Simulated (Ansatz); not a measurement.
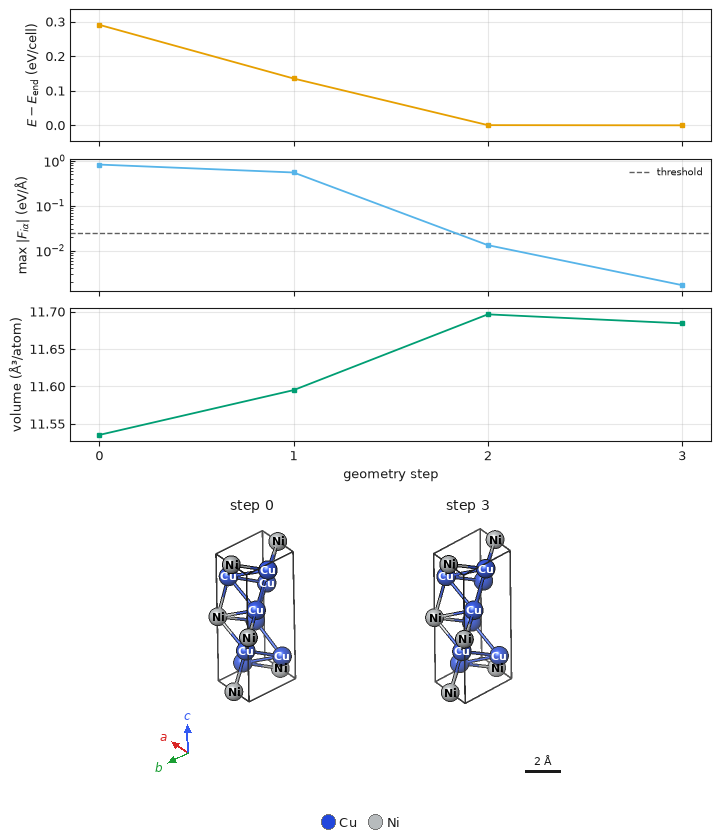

First and last geometry of a relaxation of solid Cu₄Ni (a generated structure, set up in P1) (coarse preliminary run), with the history of the run. A ball-and-stick model of the cell of the calculation, seen from a free direction.

Method: Ansatz, DFT PBE, scalar-relativistic, plane waves, PAW. Set-up: plane-wave cutoff 420 eV; k-point mesh 6 × 6 × 4; occupations gaussian; smearing width 0.2 eV; no spin polarisation; cell and atoms relaxed; force threshold 0.025 eV/Å; at most 60 steps.

What do the curves and the structures tell?

Answer. The run was cut off at its time limit before the program reported convergence, but its last step already meets the force threshold: the largest component is 0.0017 eV/Å against 0.025 eV/Å. The pressure is within 0.05 GPa of its target. The largest move relative to the cell is that of a Cu atom, 0.11 Å along [1 1 −2]. By element the largest moves are Cu 0.11 Å, Ni 0.05 Å. The volume changes by +1.3 %, with a 3.576 → 3.601 Å (+0.7 %), b 4.343 → 4.410 Å (+1.5 %), c 8.038 → 8.061 Å (+0.3 %), α 88.3° → 90.0°, β 90.9° → 90.0°, γ 112.4° → 114.1°. Near-neighbour distances that change, for instance: Cu–Cu 2.338 → 2.540 Å, Cu–Cu 2.411 → 2.557 Å, Cu–Cu 2.429 → 2.537 Å, Cu–Cu 2.460 → 2.564 Å. The space group (tolerance 0.01 Å) goes from P1 (No. 1) to I4/m (No. 87). The energy falls by 0.291 eV per cell of the calculation in 3 geometry steps. Largest force component: 0.83 eV/Å at the start, 0.0017 eV/Å at the end. The pressure goes from 3.36 to 0.05 GPa.
